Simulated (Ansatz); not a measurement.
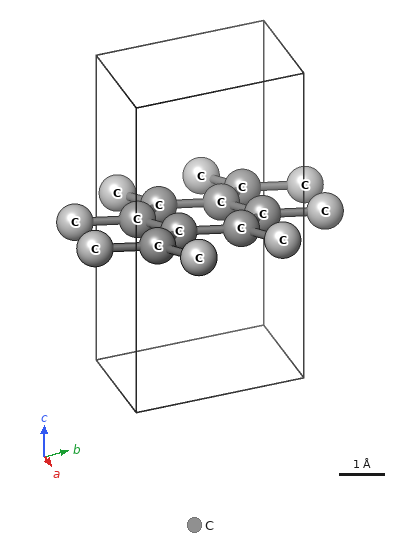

**Figure 1.** The structure (ball-and-stick view of the 2 × 2 repeat of the cell, with the vacuum cut short, seen slightly off an axis; neighbours outside the cell are drawn fainter). An atom can appear more than once, as a periodic image. Near neighbours in the periodic cell (some may lie outside the picture): C has 3 C at 1.42 Å.

# Single-point calculation of C

- system: C (P6/mmm, 2 atoms in the cell)
- method: DFT PBE+D3(BJ), scalar-relativistic, plane waves, PAW, spin-polarised (Ansatz 0.2.0)

The structure derives from a Materials Project entry.

**Log**
```
Engine: ansatz 0.2.0, aarch64-unknown-linux-gnu
Pseudopotentials: kind: paw
Pseudopotential: C, paw, valence charge 4, recommended cutoff 420 eV (normal), C.paw.azcp
Functional definition: PBE
  parameter kappa = 0.804
  parameter beta = 0.06672455060314922
  exchange = pbe_x(kappa = kappa, mu = beta*pi^2/3)
  correlation = pbe_c(beta = beta)
Crystal: 2 atoms, lattice volume = 44.533 Å³
Basis set: ecut = 420 eV, 839 PW (Γ), exchange–correlation on 36×36×120 points (8 copies of the dense FFT grid, shifted against one another)
Bands: 9, of which v1, the nominal top of the filled ones, is band 4 counted from 1 (3 counted from 0)
Symmetry: 24 space group operations
Space group: P6/mmm (ITA 191), of the structure as read, at distance tolerance 3.5e-5 Å
Magnetic group: BNS 191.233 (UNI 1463), of the structure as read, at distance tolerance 3.5e-5 Å
k-points: 38 of 288
Non-local potential: C, projectors of the file, l = 0: 2, l = 1: 2, l = 2: 1
PAW form: soft (Blöchl's): semilocal exchange-correlation on the pseudo side does not see the compensation charge
PAW one-centre angular grid: C, 110 points (default); XC on 64 Gauss nodes
Initial density: superposition of atomic densities (neutral atoms: chi_scale 0, normalization atom)
Starting moments: Σ|m| = 2 μB on 2 of 2 sites
Initial wavefunctions: pseudopotential atomic-orbital guess
Functional: x = pbe(κ = 0.804, μ = 0.2195149727645171), c = pbe(β = 0.06672455060314922)
SCF iter   1: F=—  HF=-502.409181 eV  |F-HF|=—  |Δ(HF+E_count)|=         —  Δρ=7.94e-2 (↑4.58e-2 ↓7.94e-2)  dr2=2.82e0  dr2_m=1.01e0  M=0.028 μB ∫|m|=0.052 μB  β_m=0.30  ethr=3.10e-3  ⟨swp⟩=6.1  Hψ=5088  notcnv=0
preconditioner: auto → none  [insulator: Δε(μ)=1.043 eV  Ē_g=19.570 eV  σ=0.100 eV  W_gap=1.00  n_scr=4 (ndim 8)  ℏωp=15.7 eV  f_vac=0.523  D(μ)=0.00/eV (n_scr^D=0)  ε∞_Penn≈1.6]
SCF iter   2: F=—  HF=-501.994017 eV  |F-HF|=—  |Δ(HF+E_count)|=   4.15e-1  Δρ=5.18e-2 (↑3.21e-2 ↓5.18e-2)  dr2=9.15e-1  dr2_m=5.01e-1  M=0.028 μB ∫|m|=0.041 μB  β_m=0.30  ethr=3.10e-3  ⟨swp⟩=2.7  Hψ=1885  notcnv=0  defer=73
SCF iter   3: F=—  HF=-501.864039 eV  |F-HF|=—  |Δ(HF+E_count)|=   1.30e-1  Δρ=2.55e-2 (↑2.55e-2 ↓2.44e-2)  dr2=1.56e-2  dr2_m=2.43e-1  M=0.028 μB ∫|m|=0.039 μB  β_m=0.30  ethr=3.10e-3  ⟨swp⟩=3.1  Hψ=1651  notcnv=0  defer=72
SCF iter   4: F=—  HF=-501.963167 eV  |F-HF|=—  |Δ(HF+E_count)|=   9.91e-2  Δρ=1.73e-2 (↑1.71e-2 ↓1.73e-2)  dr2=1.98e-3  dr2_m=1.19e-1  M=0.028 μB ∫|m|=0.035 μB  β_m=0.30  ethr=1.95e-4  ⟨swp⟩=1.7  Hψ=1330  notcnv=0  defer=68
SCF iter   5: F=—  HF=-502.011329 eV  |F-HF|=—  |Δ(HF+E_count)|=   4.82e-2  Δρ=1.20e-2 (↑1.20e-2 ↓1.20e-2)  dr2=1.33e-5  dr2_m=5.86e-2  M=0.028 μB ∫|m|=0.032 μB  β_m=0.30  ethr=2.47e-5  ⟨swp⟩=2.8  Hψ=992  notcnv=0  defer=69
SCF iter   6: F=—  HF=-502.034489 eV  |F-HF|=—  |Δ(HF+E_count)|=   2.32e-2  Δρ=8.46e-3 (↑8.46e-3 ↓8.43e-3)  dr2=4.13e-6  dr2_m=2.91e-2  M=0.027 μB ∫|m|=0.030 μB  β_m=0.30  ethr=1.66e-7  ⟨swp⟩=3.1  Hψ=1111  notcnv=0  defer=70
Mixer restart at iter 6: flushing history
spin-set hold released at iteration 6 (site moments contracting): the magnetisation degrees of freedom join the quasi-Newton model from the next iteration; the mixer history was flushed
SCF iter   7: F=—  HF=-502.045982 eV  |F-HF|=—  |Δ(HF+E_count)|=   1.15e-2  Δρ=5.99e-3 (↑5.99e-3 ↓5.98e-3)  dr2=2.10e-6  dr2_m=1.46e-2  M=0.025 μB ∫|m|=0.027 μB  β_m=0.65  ethr=5.17e-8  ⟨swp⟩=3.3  Hψ=1119  notcnv=0  defer=70
SCF iter   8: F=—  HF=-502.058090 eV  |F-HF|=—  |Δ(HF+E_count)|=   1.21e-2  Δρ=5.00e-4 (↑4.99e-4 ↓5.00e-4)  dr2=6.91e-9  dr2_m=1.02e-4  M=0.006 μB ∫|m|=0.007 μB  β_m=0.82  ethr=2.63e-8  ⟨swp⟩=3.5  Hψ=1464  notcnv=0  defer=71
SCF iter   9: F=—  HF=-502.058226 eV  |F-HF|=—  |Δ(HF+E_count)|=   1.36e-4  Δρ=1.82e-4 (↑1.82e-4 ↓1.82e-4)  dr2=3.38e-10  dr2_m=1.35e-5  M=0.002 μB ∫|m|=0.003 μB  β_m=0.91  ethr=8.64e-11  ⟨swp⟩=4.5  Hψ=1574  notcnv=0  defer=71
SCF iter  10: F=—  HF=-502.058250 eV  |F-HF|=—  |Δ(HF+E_count)|=   2.42e-5  Δρ=6.44e-6 (↑6.44e-6 ↓6.13e-6)  dr2=2.11e-10  dr2_m=1.61e-8  M=-0.000 μB ∫|m|=0.000 μB  β_m=0.96  ethr=4.23e-12  ⟨swp⟩=5.1  Hψ=1729  notcnv=0  defer=71
iter 11 did not close the SCF: its close was put off for a magnetic moment that had not settled (scf_convergence_deferred on its scf_iter line)
SCF iter  11: F=-502.058250 eV  HF=-502.058250 eV  |F-HF|=3.51e-10  |Δ(HF+E_count)|=   2.25e-8  Δρ=1.04e-6 (↑1.04e-6 ↓8.57e-7)  dr2=9.99e-11  dr2_m=3.54e-10  M=0.000 μB ∫|m|=0.000 μB  β_m=0.95  ethr=2.63e-12  ⟨swp⟩=6.9  Hψ=4453  notcnv=0
SCF iter  12: F=-502.058250 eV  HF=-502.058250 eV  |F-HF|=9.78e-12  |Δ(HF+E_count)|=  5.79e-10  Δρ=2.08e-7 (↑1.24e-7 ↓2.08e-7)  dr2=2.53e-11  dr2_m=7.51e-12  M=0.000 μB ∫|m|=0.000 μB  ethr=1.25e-12  ⟨swp⟩=1.0  Hψ=1936  notcnv=0
WARN: the starting moments were not kept: the SCF closed with an absolute magnetisation of 2.1e-6 μB, where they sum to 2 μB in size (2 sites). That is at most 0.1 of that sum. Measured as dr2_m measures the in/out step, that magnetisation stands 1.6e-12 eV from none, at or under the dr2_threshold of 1.0e-7 eV: it is no larger than a step whose dr2_m would equal this threshold. The system may hold no moment; this SCF shows only that its start led to no more than that. To try another start: raise the starting moments (crystal.atoms[].spin, magnetization.per_species, magnetization.initial_magnetization, or on a non-collinear deck that types none of these the spinor_matrix: blocks that start its atoms; where the total moment is fixed, keep their sum and leave initial_magnetization as it is; typed ones take the place of any that the run laid by itself, positive ones on a crystal's lanthanoids without a Hubbard term where scf.initial_density.shell_occupations: [] is typed) or, if the notice of its spin-set hold's release reads "site moments contracting" or "site moments show no strong build", lengthen the hold (scf.mixing.spin_hold: { on: { confirm: 4 } }; for m-r²SCAN on two components see the key's manual first). Each may lead to a state that holds a moment. A second SCF, from the converged charge density, with the starting moments and any scf.initial_density.shell_occupations laid on it anew, would have followed, and was not run: the deck does not ask for one (magnetization.retry_lost_moments is false, the default). To let it run, set magnetization.retry_lost_moments: true and run the deck again, where that key's refused combinations let it; where memory then withholds it, that run's warning says so.
SCF 1 converged in 12 iterations: F = -502.058250 eV  dr2 = 2.53e-11
  greatest PAW one-centre occupation: 0.675 electrons in one spin orbital (limit 2), on the C atom at site 1 (counted from 0), in its partial waves of l = 0
```

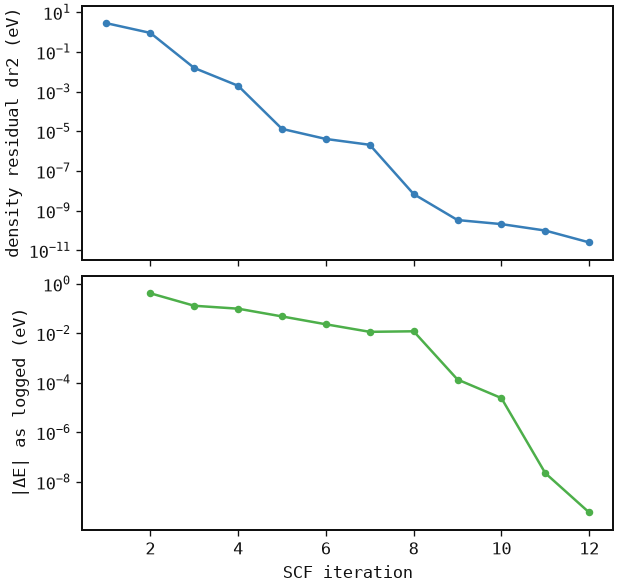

**Figure 2.** Convergence of the self-consistent field: density residual dr2 and size of the energy change against the SCF iteration. The residual falls at every step.

```
SCF converged after 12 iterations
Magnetization: 0.0000 μB (4.0000 up, 4.0000 down)
Absolute magnetization: 0.0000 μB (∫|ρ↑−ρ↓|, with the PAW one-centre terms)
Spin contamination: 0.0000 ħ² per cell (⟨S²⟩ above its minimum at these occupations)
Per-site moments (μB) at R_I (Å): [(3.501655598836961e-7, 0.5849540830351), (3.5016555989068315e-7, 0.5849540830351)]
Free energy (F): -502.058250 eV
Harris-Foulkes:  -502.058250 eV  (|F-HF|=9.78e-12)
Internal energy: -502.056683 eV  (E = F + TS)
E sigma→0 (E₀):  -502.057466 eV
Entropy (-TS):   -0.001567 eV (-0.784 meV/atom)
Fermi energy:    0.242010 eV
--- Per-component energies (eV) ---
  E_band       = -71.623237
  E_kinetic    = 182.355529
  E_local      = -1206.914795  (includes V_loc(G=0)·N_el)
  E_nonlocal   = 54.755901
  E_hartree    = 515.428102
  E_xc         = -96.113278
  E_vxc        = -118.991394  (∫ρ·V_xc dr)
  E_paw        = -198.751393  (= ΣΔE_a)
  E_vpaw       = -13.684540  (= ΣTr[D̂ρ^β])
  E_aug_tail   = 0.000015  (compensation charges beyond the density's cutoff)
  E_ewald      = 247.364256
  E_disp       = -0.181020  (pairwise vdW)
  E_smearing   = -0.001567  (= −TS)
  E_closure    = 0.000000  (closes the sum)
  Σ components = -502.058250   (vs F -502.058250, Δ=0.00e0)
--- Forces (eV/Å), atoms counted from 1 ---
  atom   1  C      0.00000000    -0.00000000     0.00000000
  atom   2  C      0.00000000     0.00000000     0.00000000
  max |Σ_I F_I| component: 0.00e0 eV/Å
--- Stress (GPa, compression-positive) ---
        2.017513       0.000000       0.000000
        0.000000       2.017513       0.000000
        0.000000       0.000000      -0.053652
  P = ⅓ Tr σ = 1.3271 GPa (13.271 kbar)
--- Band table (eV; the first three rows and the last of 76) ---
  k-point 0 ↑: bands = ["-19.3772", "-7.4600", "-2.8017", "-2.8017", "3.1915", "5.5085", "7.1999", "8.6453", "8.6453"]
  k-point 1 ↑: bands = ["-19.3772", "-7.4602", "-2.8021", "-2.8021", "3.9284", "3.9770", "8.6454", "8.6454", "9.1934"]
  k-point 2 ↑: bands = ["-19.2122", "-7.2621", "-3.4561", "-3.1447", "3.4168", "5.7287", "7.4125", "8.7234", "9.3466"]
  k-point 37 ↓: bands = ["-12.3993", "-12.3993", "-10.4153", "0.2419", "0.2419", "10.8563", "13.2822", "13.2822", "13.9421"]
--- Löwdin populations: 2 sites ---
  site symbol       q [e]    m [muB]
     0      C      3.9571     0.0000
     1      C      3.9571     0.0000
  spilling = 0.010732 (of n_electrons = 8.000000)
```

**File populations.tsv**
```
# site	symbol	l	j	q_up	q_dn
# orbitals = lowdin
# n_electrons = 8.000000
# spilling = 0.010732
0	C	0_2S	-	0.452256	0.452256
0	C	1_2P	-	1.526280	1.526279
1	C	0_2S	-	0.452256	0.452256
1	C	1_2P	-	1.526280	1.526279
```

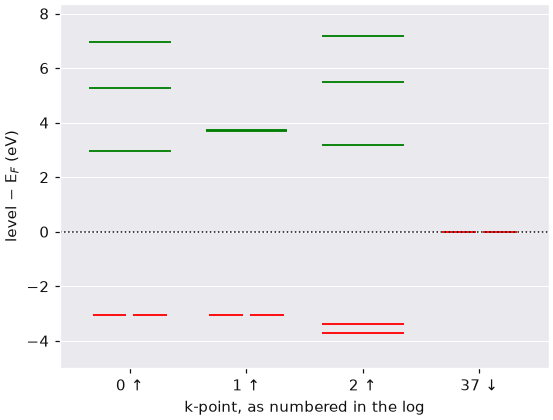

**Figure 3.** Kohn–Sham levels near the Fermi level (dotted) at the few k-points that the log prints; levels within 0.02 eV of each other stand side by side. The system is metallic on the full mesh.

The run was set up as follows.

**Input**
```yaml
crystal:
  lattice:
    - [2.4561701622, 0.0, 0.0]
    - [-1.2280850811, 2.1271057565, 0.0]
    - [0.0, 0.0, 8.52380336]
  atoms:
    - { symbol: C, position: [0.33333333, 0.66666667, 0.0], spin: 1.0 }
    - { symbol: C, position: [0.66666667, 0.33333333, 0.0], spin: 1.0 }
basis:
  ecutwfc: 420
kpoints:
  mp_grid: { grid: [12, 12, 2] }
hamiltonian:
  xc: pbe
  dispersion: d3bj
scf:
  occupations: { method: gaussian, width: 0.1 }
  lower_state_search: "off"
output:
  forces: true
  stress: true
  eigenvalues: true
  populations: true
magnetization:
  spin_polarized: true
```

Run as:
```bash
ansatz run input.yaml --threads 2 --pin off --max-ram 5120MiB --backend cpu --events-out ev --progress --plain --runs-dir out
```

**Key numbers**

| quantity | value |
| --- | --- |
| outcome | converged |
| space group (tolerance 0.01 Å) | P6/mmm (191) |
| electrons treated | 8 |
| free energy | −502.0582 eV |
| Fermi energy | 0.242 eV |
| gap on the k-point mesh | none (metallic) |
| net moment of the cell | 0.00 μB |
| integrated absolute moment | 0.00 μB |
| pressure | 1.33 GPa |
| largest force (length of the vector) | under 0.001 eV/Å |
| hardware | 2 threads of Arm Neoverse V2, 24 GiB of memory available, shared host |
| wall time | 1.7 s (CPU time 3.2 s) |
| peak memory | 0.27 GiB |

**Notes**

Warnings of the run: some starting moments were not kept.
